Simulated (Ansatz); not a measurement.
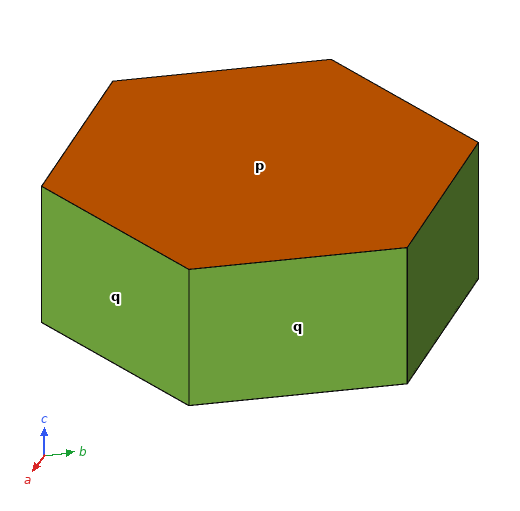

BFDH (Bravais–Friedel–Donnay–Harker) growth shape, computed from the cell and space group alone: each face lies at a distance from the centre proportional to 1/d(hkl), with d taken for the first order that the space group does not extinguish. It ignores bonding, solvent and kinetics. Faces of one form share a colour. Cell of C: space group P6/mmm (No. 191), a = 2.944 Å, b = 2.944 Å, c = 6.266 Å, α = 90.00°, β = 90.00°, γ = 120.00°. Source: the end point of a relaxation with Ansatz, DFT PBE, scalar-relativistic, plane waves, PAW; the starting structure was generated, so it need not be a known form of this composition. Forms under 0.4 % of the area are left out.

Which form is which colour?

orange (p): {001} (d = 6.27 Å, 55 % of the area); green (q): {100} (d = 2.55 Å, 45 % of the area).
